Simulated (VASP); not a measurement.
# GaAs: band-structure run (part 1 of 2)

GaAs (F-43m, 2 atoms in the cell), computed with Kohn-Sham DFT of a periodic cell, PBE, VASP PAW PBE potentials, recommended, no spin polarisation (VASP 6.6.1).

The structure derives from an entry of the Crystallography Open Database.

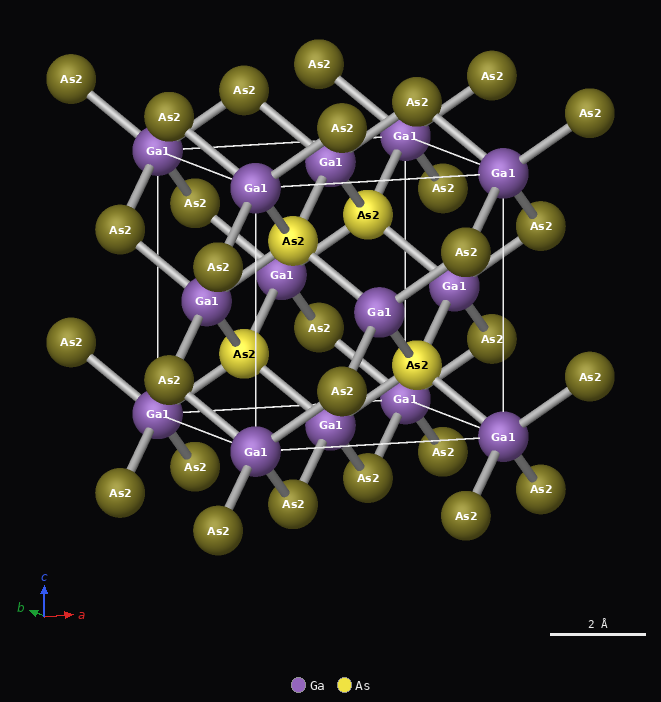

Figure 1. The structure as given in the input (ball-and-stick view of the cell 4 times as large as that of the calculation, set on its symmetry axes, seen slightly off an axis; neighbours outside the cell are drawn fainter; atoms are numbered from 1 in the order of the input).

**INCAR**
```
SYSTEM = GaAs
ALGO     = Normal         ! electronic algorithm
EDIFF    = 1E-6           ! SCF threshold, eV
ENCUT    = 520            ! plane-wave cutoff, eV
GGA      = PE             ! functional
ISIF     = 2              ! what is computed and relaxed
ISMEAR   = 0              ! smearing method
LASPH    = .True.         ! aspherical terms in the spheres
LCHARG   = .False.        ! write CHGCAR
LREAL    = .False.        ! projectors in reciprocal space
LWAVE    = .False.        ! write WAVECAR
NBANDS   = 16             ! bands
NELM     = 80             ! most SCF steps
PREC     = Accurate       ! precision mode
SIGMA    = 0.03           ! smearing width, eV
```

**KPOINTS**
```
k-points
0
Gamma
  10 10 10
  0 0 0
```

**KPOINTS_OPT**
```
explicit points
202
Reciprocal
 0.0000000000  0.0000000000  0.0000000000 1
 0.0555555556  0.0000000000  0.0555555556 1
 0.1111111111  0.0000000000  0.1111111111 1
 0.1666666667  0.0000000000  0.1666666667 1
 0.2222222222  0.0000000000  0.2222222222 1
 0.2777777778  0.0000000000  0.2777777778 1
 0.3333333333  0.0000000000  0.3333333333 1
 0.3888888889  0.0000000000  0.3888888889 1
 0.4444444444  0.0000000000  0.4444444444 1
 0.5000000000  0.0000000000  0.5000000000 1
 0.5000000000  0.0000000000  0.5000000000 1
 0.5000000000  0.0277777778  0.5277777778 1
 0.5000000000  0.0555555556  0.5555555556 1
 0.5000000000  0.0833333333  0.5833333333 1
 0.5000000000  0.1111111111  0.6111111111 1
 0.5000000000  0.1388888889  0.6388888889 1
 0.5000000000  0.1666666667  0.6666666667 1
 0.5000000000  0.1944444444  0.6944444444 1
 0.5000000000  0.2222222222  0.7222222222 1
 0.5000000000  0.2500000000  0.7500000000 1
 0.5000000000  0.2500000000  0.7500000000 1
 0.4861111111  0.2638888889  0.7500000000 1
 0.4722222222  0.2777777778  0.7500000000 1
 0.4583333333  0.2916666667  0.7500000000 1
 0.4444444444  0.3055555556  0.7500000000 1
 0.4305555556  0.3194444444  0.7500000000 1
 0.4166666667  0.3333333333  0.7500000000 1
 0.4027777778  0.3472222222  0.7500000000 1
 0.3888888889  0.3611111111  0.7500000000 1
 0.3750000000  0.3750000000  0.7500000000 1
 0.3750000000  0.3750000000  0.7500000000 1
 0.3333333333  0.3333333333  0.6666666667 1
 0.2916666667  0.2916666667  0.5833333333 1
 0.2500000000  0.2500000000  0.5000000000 1
 0.2083333333  0.2083333333  0.4166666667 1
 0.1666666667  0.1666666667  0.3333333333 1
 0.1250000000  0.1250000000  0.2500000000 1
 0.0833333333  0.0833333333  0.1666666667 1
 0.0416666667  0.0416666667  0.0833333333 1
 0.0000000000  0.0000000000  0.0000000000 1
 0.0000000000  0.0000000000  0.0000000000 1
 0.0555555556  0.0555555556  0.0555555556 1
 0.1111111111  0.1111111111  0.1111111111 1
 0.1666666667  0.1666666667  0.1666666667 1
 0.2222222222  0.2222222222  0.2222222222 1
 0.2777777778  0.2777777778  0.2777777778 1
 0.3333333333  0.3333333333  0.3333333333 1
 0.3888888889  0.3888888889  0.3888888889 1
 0.4444444444  0.4444444444  0.4444444444 1
 0.5000000000  0.5000000000  0.5000000000 1
 0.5000000000  0.5000000000  0.5000000000 1
 0.5138888889  0.4722222222  0.5138888889 1
 0.5277777778  0.4444444444  0.5277777778 1
 0.5416666667  0.4166666667  0.5416666667 1
 0.5555555556  0.3888888889  0.5555555556 1
 0.5694444444  0.3611111111  0.5694444444 1
 0.5833333333  0.3333333333  0.5833333333 1
 0.5972222222  0.3055555556  0.5972222222 1
 0.6111111111  0.2777777778  0.6111111111 1
 0.6250000000  0.2500000000  0.6250000000 1
 0.6250000000  0.2500000000  0.6250000000 1
 0.6111111111  0.2500000000  0.6388888889 1
 0.5972222222  0.2500000000  0.6527777778 1
 0.5833333333  0.2500000000  0.6666666667 1
 0.5694444444  0.2500000000  0.6805555556 1
 0.5555555556  0.2500000000  0.6944444444 1
 0.5416666667  0.2500000000  0.7083333333 1
 0.5277777778  0.2500000000  0.7222222222 1
 0.5138888889  0.2500000000  0.7361111111 1
 0.5000000000  0.2500000000  0.7500000000 1
 0.5000000000  0.2500000000  0.7500000000 1
 0.5000000000  0.2777777778  0.7222222222 1
 0.5000000000  0.3055555556  0.6944444444 1
 0.5000000000  0.3333333333  0.6666666667 1
 0.5000000000  0.3611111111  0.6388888889 1
 0.5000000000  0.3888888889  0.6111111111 1
 0.5000000000  0.4166666667  0.5833333333 1
 0.5000000000  0.4444444444  0.5555555556 1
 0.5000000000  0.4722222222  0.5277777778 1
 0.5000000000  0.5000000000  0.5000000000 1
 0.5000000000  0.5000000000  0.5000000000 1
 0.4861111111  0.4861111111  0.5277777778 1
 0.4722222222  0.4722222222  0.5555555556 1
 0.4583333333  0.4583333333  0.5833333333 1
 0.4444444444  0.4444444444  0.6111111111 1
 0.4305555556  0.4305555556  0.6388888889 1
 0.4166666667  0.4166666667  0.6666666667 1
 0.4027777778  0.4027777778  0.6944444444 1
 0.3888888889  0.3888888889  0.7222222222 1
 0.3750000000  0.3750000000  0.7500000000 1
 0.6250000000  0.2500000000  0.6250000000 1
 0.6111111111  0.2222222222  0.6111111111 1
 0.5972222222  0.1944444444  0.5972222222 1
 0.5833333333  0.1666666667  0.5833333333 1
 0.5694444444  0.1388888889  0.5694444444 1
 0.5555555556  0.1111111111  0.5555555556 1
 0.5416666667  0.0833333333  0.5416666667 1
 0.5277777778  0.0555555556  0.5277777778 1
 0.5138888889  0.0277777778  0.5138888889 1
 0.5000000000  0.0000000000  0.5000000000 1
 0.0000000000  0.0000000000  0.0000000000 1
 0.0000000000  0.0053988900  0.0053988900 1
 0.0000000000 -0.0053988900 -0.0053988900 1
 0.0000000000  0.0157467500  0.0157467500 1
 0.0000000000 -0.0157467500 -0.0157467500 1
-0.0038175900  0.0000000000  0.0038175900 1
 0.0038175900 -0.0000000000 -0.0038175900 1
-0.0111346300 -0.0000000000  0.0111346300 1
 0.0111346300  0.0000000000 -0.0111346300 1
-0.0000000000 -0.0000000000  0.0062341000 1
 0.0000000000  0.0000000000 -0.0062341000 1
-0.0000000000 -0.0000000000  0.0181827800 1
 0.0000000000  0.0000000000 -0.0181827800 1
 0.0038175900  0.0076351800  0.0038175900 1
-0.0038175900 -0.0076351800 -0.0038175900 1
 0.0111346300  0.0222692700  0.0111346300 1
-0.0111346300 -0.0222692700 -0.0111346300 1
 0.3750000000  0.3750000000  0.7500000000 1
 0.3750000000  0.3803988900  0.7553988900 1
 0.3750000000  0.3696011100  0.7446011100 1
 0.3750000000  0.3907467500  0.7657467500 1
 0.3750000000  0.3592532500  0.7342532500 1
 0.3711824100  0.3750000000  0.7538175900 1
 0.3788175900  0.3750000000  0.7461824100 1
 0.3638653700  0.3750000000  0.7611346300 1
 0.3861346300  0.3750000000  0.7388653700 1
 0.3750000000  0.3750000000  0.7562341000 1
 0.3750000000  0.3750000000  0.7437659000 1
 0.3750000000  0.3750000000  0.7681827800 1
 0.3750000000  0.3750000000  0.7318172200 1
 0.3788175900  0.3826351800  0.7538175900 1
 0.3711824100  0.3673648200  0.7461824100 1
 0.3861346300  0.3972692700  0.7611346300 1
 0.3638653700  0.3527307300  0.7388653700 1
 0.5000000000  0.5000000000  0.5000000000 1
 0.5000000000  0.5053988900  0.5053988900 1
 0.5000000000  0.4946011100  0.4946011100 1
 0.5000000000  0.5157467500  0.5157467500 1
 0.5000000000  0.4842532500  0.4842532500 1
 0.4961824100  0.5000000000  0.5038175900 1
 0.5038175900  0.5000000000  0.4961824100 1
 0.4888653700  0.5000000000  0.5111346300 1
 0.5111346300  0.5000000000  0.4888653700 1
 0.5000000000  0.5000000000  0.5062341000 1
 0.5000000000  0.5000000000  0.4937659000 1
 0.5000000000  0.5000000000  0.5181827800 1
 0.5000000000  0.5000000000  0.4818172200 1
 0.5038175900  0.5076351800  0.5038175900 1
 0.4961824100  0.4923648200  0.4961824100 1
 0.5111346300  0.5222692700  0.5111346300 1
 0.4888653700  0.4777307300  0.4888653700 1
 0.6250000000  0.2500000000  0.6250000000 1
 0.6250000000  0.2553988900  0.6303988900 1
 0.6250000000  0.2446011100  0.6196011100 1
 0.6250000000  0.2657467500  0.6407467500 1
 0.6250000000  0.2342532500  0.6092532500 1
 0.6211824100  0.2500000000  0.6288175900 1
 0.6288175900  0.2500000000  0.6211824100 1
 0.6138653700  0.2500000000  0.6361346300 1
 0.6361346300  0.2500000000  0.6138653700 1
 0.6250000000  0.2500000000  0.6312341000 1
 0.6250000000  0.2500000000  0.6187659000 1
 0.6250000000  0.2500000000  0.6431827800 1
 0.6250000000  0.2500000000  0.6068172200 1
 0.6288175900  0.2576351800  0.6288175900 1
 0.6211824100  0.2423648200  0.6211824100 1
 0.6361346300  0.2722692700  0.6361346300 1
 0.6138653700  0.2277307300  0.6138653700 1
 0.5000000000  0.2500000000  0.7500000000 1
 0.5000000000  0.2553988900  0.7553988900 1
 0.5000000000  0.2446011100  0.7446011100 1
 0.5000000000  0.2657467500  0.7657467500 1
 0.5000000000  0.2342532500  0.7342532500 1
 0.4961824100  0.2500000000  0.7538175900 1
 0.5038175900  0.2500000000  0.7461824100 1
 0.4888653700  0.2500000000  0.7611346300 1
 0.5111346300  0.2500000000  0.7388653700 1
 0.5000000000  0.2500000000  0.7562341000 1
 0.5000000000  0.2500000000  0.7437659000 1
 0.5000000000  0.2500000000  0.7681827800 1
 0.5000000000  0.2500000000  0.7318172200 1
 0.5038175900  0.2576351800  0.7538175900 1
 0.4961824100  0.2423648200  0.7461824100 1
 0.5111346300  0.2722692700  0.7611346300 1
 0.4888653700  0.2277307300  0.7388653700 1
 0.5000000000  0.0000000000  0.5000000000 1
 0.5000000000  0.0053988900  0.5053988900 1
 0.5000000000 -0.0053988900  0.4946011100 1
 0.5000000000  0.0157467500  0.5157467500 1
 0.5000000000 -0.0157467500  0.4842532500 1
 0.4961824100  0.0000000000  0.5038175900 1
 0.5038175900 -0.0000000000  0.4961824100 1
 0.4888653700 -0.0000000000  0.5111346300 1
 0.5111346300  0.0000000000  0.4888653700 1
 0.5000000000 -0.0000000000  0.5062341000 1
 0.5000000000  0.0000000000  0.4937659000 1
 0.5000000000 -0.0000000000  0.5181827800 1
 0.5000000000  0.0000000000  0.4818172200 1
 0.5038175900  0.0076351800  0.5038175900 1
 0.4961824100 -0.0076351800  0.4961824100 1
 0.5111346300  0.0222692700  0.5111346300 1
 0.4888653700 -0.0222692700  0.4888653700 1
```

**POSCAR**
```
GaAs                                    
1.0
    0.0000000000      2.8313993253      2.8313993253
    2.8313993253      0.0000000000      2.8313993253
    2.8313993253      2.8313993253      0.0000000000
  Ga              As            
     1     1
Direct
     0.0000000000000000    0.0000000000000000    0.0000000000000000
     0.2500000000000000    0.2500000000000000    0.2500000000000000
```

Machine: 1 thread of Intel Xeon (Sapphire Rapids), 176 GiB of memory available, shared host.

Launched with:
```bash
cat potpaw_PBE.64/Ga_d/POTCAR potpaw_PBE.64/As/POTCAR > POTCAR
mpirun -np 1 vasp_std > vasp.out
```

**OSZICAR**
```
N       E                     dE             d eps       ncg     rms          rms(c)
DAV:   1     0.822490931657E+02    0.82249E+02   -0.89736E+03  1544   0.155E+03
DAV:   2    -0.186560319389E+01   -0.84115E+02   -0.80138E+02  1752   0.304E+02
DAV:   3    -0.831221279798E+01   -0.64466E+01   -0.64287E+01  1800   0.658E+01
DAV:   4    -0.841241148999E+01   -0.10020E+00   -0.10018E+00  1936   0.921E+00
DAV:   5    -0.841386607956E+01   -0.14546E-02   -0.14546E-02  1800   0.990E-01    0.289E+00
DAV:   6    -0.827347445165E+01    0.14039E+00   -0.21067E-01  2328   0.788E+00    0.174E+00
DAV:   7    -0.825402701575E+01    0.19447E-01   -0.62694E-02  1848   0.180E+00    0.560E-01
DAV:   8    -0.825485392114E+01   -0.82691E-03   -0.10174E-02  1800   0.113E+00    0.107E-01
DAV:   9    -0.825524810036E+01   -0.39418E-03   -0.93411E-04  1784   0.358E-01    0.505E-02
DAV:  10    -0.825531316583E+01   -0.65065E-04   -0.70685E-05  2024   0.864E-02    0.274E-02
DAV:  11    -0.825536335498E+01   -0.50189E-04   -0.70312E-05  1672   0.623E-02    0.306E-03
DAV:  12    -0.825536366796E+01   -0.31298E-06   -0.10685E-06  1576   0.149E-02
   1 F= -.82553637E+01 E0= -.82553637E+01  d E =-.136911E-11
       N       E                     dE             ncg
DAV:   1    -0.117283521200E+04   -0.22163E+05     1528
DAV:   2    -0.522271691145E+04   -0.40499E+04     1632
DAV:   3    -0.553746601424E+04   -0.31475E+03     1872
DAV:   4    -0.554203428722E+04   -0.45683E+01     1808
DAV:   5    -0.554209798263E+04   -0.63695E-01     1920
DAV:   6    -0.554210042608E+04   -0.24434E-02     2160
DAV:   7    -0.554210044441E+04   -0.18334E-04     1824
DAV:   8    -0.554210044515E+04   -0.73939E-06     1416
       N       E                     dE             ncg
DAV:   1    -0.129709765105E+04   -0.30310E+05     1520
DAV:   2    -0.540509270114E+04   -0.41080E+04     1808
DAV:   3    -0.571898673330E+04   -0.31389E+03     1816
DAV:   4    -0.572383360920E+04   -0.48469E+01     1944
DAV:   5    -0.572389866466E+04   -0.65055E-01     1872
DAV:   6    -0.572390115922E+04   -0.24946E-02     2272
DAV:   7    -0.572390117422E+04   -0.14999E-04     1784
DAV:   8    -0.572390117484E+04   -0.61322E-06     1424
       N       E                     dE             ncg
DAV:   1    -0.111868671854E+04   -0.20693E+05     1552
DAV:   2    -0.509551753337E+04   -0.39768E+04     1648
DAV:   3    -0.541069596145E+04   -0.31518E+03     1872
DAV:   4    -0.541575069187E+04   -0.50547E+01     1992
DAV:   5    -0.541581370082E+04   -0.63009E-01     1880
DAV:   6    -0.541581601780E+04   -0.23170E-02     2312
DAV:   7    -0.541581602895E+04   -0.11148E-04     1776
DAV:   8    -0.541581602941E+04   -0.45951E-06     1544
       N       E                     dE             ncg
DAV:   1    -0.162468018363E+04   -0.31120E+05     1552
DAV:   2    -0.547104019192E+04   -0.38464E+04     1752
DAV:   3    -0.576355005747E+04   -0.29251E+03     1832
DAV:   4    -0.576790744929E+04   -0.43574E+01     1904
DAV:   5    -0.576796838001E+04   -0.60931E-01     1960
DAV:   6    -0.576797060568E+04   -0.22257E-02     2264
DAV:   7    -0.576797062549E+04   -0.19807E-04     1808
DAV:   8    -0.576797062617E+04   -0.67792E-06     1608
       N       E                     dE             ncg
DAV:   1     0.214085192401E+05   -0.98218E+04      456
DAV:   2     0.202159822965E+05   -0.11925E+04      504
DAV:   3     0.201287019886E+05   -0.87280E+02      592
DAV:   4     0.201274958279E+05   -0.12062E+01      560
DAV:   5     0.201274801631E+05   -0.15665E-01      624
DAV:   6     0.201274796225E+05   -0.54059E-03      664
DAV:   7     0.201274796185E+05   -0.39416E-05      584
DAV:   8     0.201274796183E+05   -0.18438E-06      512
```

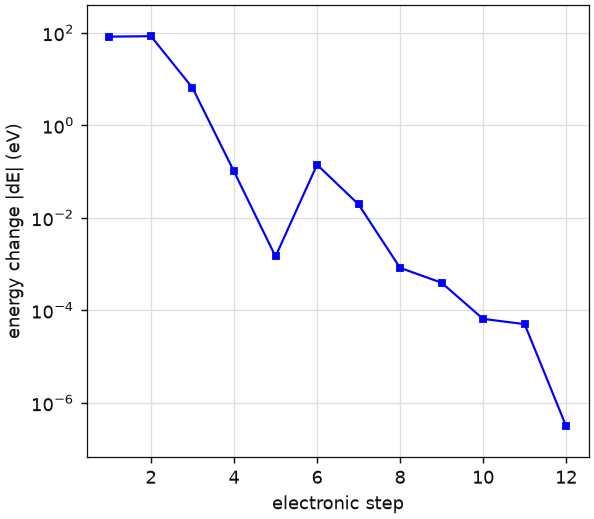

Figure 2. Convergence of the self-consistent field: energy change |dE| against the electronic step. It takes 12 electronic steps. The density is held fixed in the first few steps, and dE rises again when its update begins.

**Parts of OUTCAR**
```
SYSTEM = GaAs
   EDIFF = 1E-6
   ENCUT = 520
   GGA = PE
   ISIF = 2
   ISMEAR = 0
   LASPH = .True.
   LREAL = .False.
   NELM = 80
   PREC = Accurate

 ion  position               nearest neighbor table
   1  0.000  0.000  0.000-   2 2.45   2 2.45   2 2.45   2 2.45
   2  0.250  0.250  0.250-   1 2.45   1 2.45   1 2.45   1 2.45

  LATTYP: Found a face centered cubic cell.
 ALAT       =     5.6627986506

  Lattice vectors:

 A1 = (   0.0000000000,   2.8313993253,   2.8313993253)
 A2 = (   2.8313993253,   0.0000000000,   2.8313993253)
 A3 = (   2.8313993253,   2.8313993253,   0.0000000000)

Analysis of symmetry for initial positions (statically):
=====================================================================
 Subroutine PRICEL returns:
 Original cell was already a primitive cell.

 Routine SETGRP: Setting up the symmetry group for a
 face centered cubic supercell.

 Subroutine GETGRP returns: Found 24 space group operations
 (whereof 24 operations were pure point group operations)
 out of a pool of 48 trial point group operations.

The static configuration has the point symmetry T_d .
```
